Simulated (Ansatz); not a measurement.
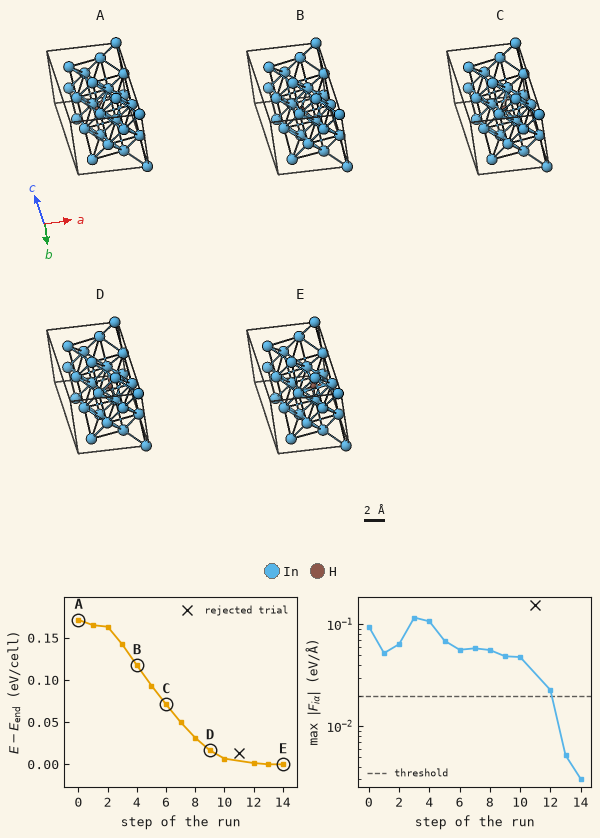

Frames of a relaxation of a defect cell of composition In16H, marked on the history of the run. A ball-and-stick model of the cell of the calculation (origin shifted), seen from a free direction.

Case: H interstitial, charge +0, atoms relaxed.

Computed with DFT PBE, scalar-relativistic, plane waves, PAW (Ansatz 0.2.0). Settings: plane-wave cutoff 420 eV; k-point mesh 4 × 4 × 4; occupations gaussian; smearing width 0.1 eV; mesh shifted by (0.5, 0.5, 0.5); no spin polarisation; atoms relaxed in a fixed cell; force threshold 0.02 eV/Å; at most 60 steps.

**Describe the path.**

The H atom moves most: 1.80 Å along +a. Largest moves by element: H 1.80 Å, In 0.21 Å. The cell stays as it was. Some distances before and after: H–In 3.978 → 2.205 Å, In–In 3.387 → 3.611 Å, In–In 3.388 → 3.284 Å, H–In 2.316 → 2.214 Å. Over 13 accepted moves (14 points after the start) the energy falls by 0.171 eV per cell of the calculation. Largest force component: 0.095 eV/Å at the start, 0.003 eV/Å at the end. The line search rejected the trial step at point 11 of the run. From step 0 to 4: the H atom moves most (0.43 Å), energy −53.9 meV per cell of the calculation. From step 4 to 6: the H atom moves most (0.39 Å), energy −46.4 meV per cell of the calculation. From step 6 to 9: the H atom moves most (0.59 Å), energy −54.6 meV per cell of the calculation. From step 9 to 14: the H atom moves most (0.39 Å), energy −16.6 meV per cell of the calculation.

```csv
step,"E − E(0), meV/atom","largest force component, eV/Å",note
0,0.00,0.0949,
1,-0.37,0.0521,
2,-0.48,0.0640,
3,-1.71,0.1166,
4,-3.17,0.1070,
5,-4.58,0.0691,
6,-5.89,0.0563,
7,-7.14,0.0582,
8,-8.23,0.0560,
9,-9.11,0.0486,
10,-9.69,0.0478,
11,-9.32,0.1534,rejected
12,-9.99,0.0227,
13,-10.08,0.0052,
14,-10.08,0.0030,
```

Limits of the set-up: the periodic images lie only 8.3 Å apart, so the values are limited by the cell's size.
